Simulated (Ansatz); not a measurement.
MoSe2

Input

```
crystal:
  lattice:
    - [3.3222601882, 0.0, 0.0]
    - [-1.6611300941, 2.877161721, 0.0]
    - [0.0, 0.0, 13.54295655]
  atoms:
    - { symbol: Mo, position: [0.66666667, 0.33333333, 0.75] }
    - { symbol: Mo, position: [0.33333333, 0.66666667, 0.25] }
    - { symbol: Se, position: [0.33333333, 0.66666667, 0.87222232] }
    - { symbol: Se, position: [0.66666667, 0.33333333, 0.37222232] }
    - { symbol: Se, position: [0.33333333, 0.66666667, 0.62777768] }
    - { symbol: Se, position: [0.66666667, 0.33333333, 0.12777768] }
basis:
  ecutwfc: 420
kpoints:
  mp_grid: { grid: [9, 9, 2] }
hamiltonian:
  xc: pbe
  dispersion: d3bj
scf:
  occupations: { method: gaussian, width: 0.02 }
output:
  forces: true
  stress: true
  eigenvalues: true
  write_density: true
  write_potential: true
  elf: true
  volumetric_format: npy
relax:
  adjacent_minimum: "off"
  f_tol: 0.005
  max_steps: 80
  cell: { stress_tol: 0.05 }
```

Command:

```sh
ansatz run input.yaml --threads 4 --pin off --max-ram 10240MiB --backend cpu --events-out ev --progress --plain --runs-dir out
```

Below, planes, directions and counts refer to the conventional cell (a = 3.28 Å, b = 3.28 Å, c = 12.73 Å, α = 90.00°, β = 90.00°, γ = 120.00°).

The fields are those of the relaxed geometry.

Space group P6₃/mmc; a structure from a database of computed crystals, not necessarily the ambient phase; computed without spin polarisation.

These are results of DFT PBE+D3(BJ), scalar-relativistic, plane waves, PAW in Ansatz 0.2.0, not measurements.

In a PAW calculation such maps are meaningful between the atoms, not at the nuclei.

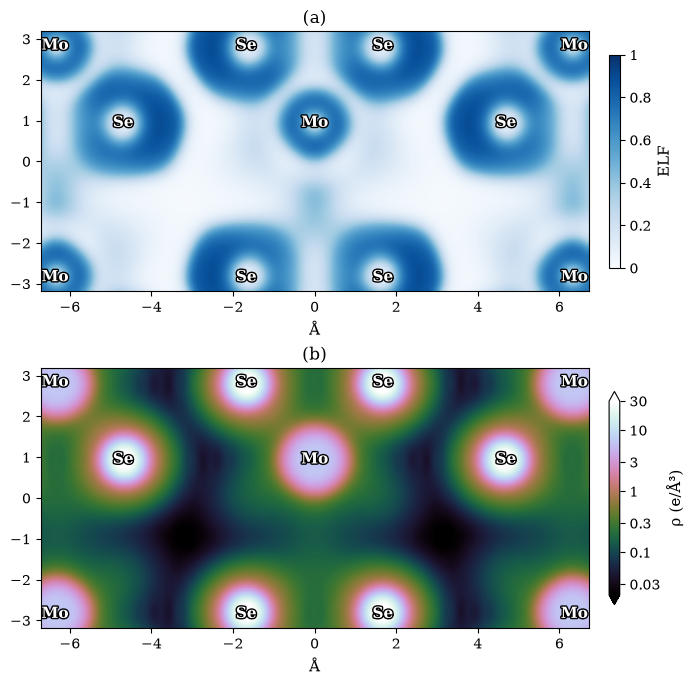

Figure 1. (a) electron localisation function; (b) valence charge density (pseudo) on the (110) plane of the conventional cell.

Read the bonding off the picture.

- The plane passes through Mo and Se nuclei.
- Mo–Se (2.53 Å): the density is about 0.53 e/Å³ at the midpoint; the ELF is about 0.50 at the midpoint.
- Between the atoms the lowest density in this plane is 0.02 e/Å³.
- The features right at Mo lie inside the PAW spheres, where the map follows smoothed inner orbitals and isn't to be read closely.

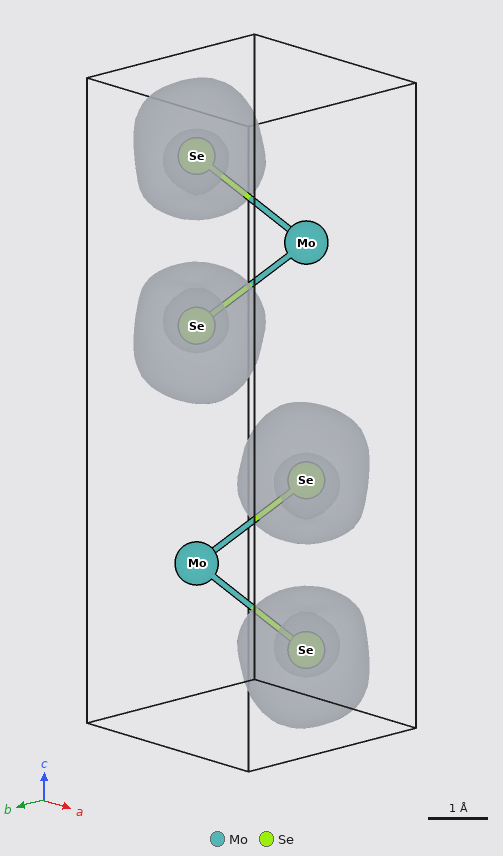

Figure 2. Isosurface of the electron localisation function at 0.65 (grey), seen at an oblique angle. Only the valence region is drawn (cores and ρ < 0.01 e/Å³ removed). Sticks mark near contacts.

Where are the electrons localised?

The surface consists of four regions wrapped around Se (the valence shell of each), counted in one cell of 6 atoms. Regions shared between cells count once.

Does the calculation make it a metal, or give it a gap?

It is gapped, with a Kohn–Sham gap of 0.85 eV on the k-point mesh, an upper bound to the gap of this method.
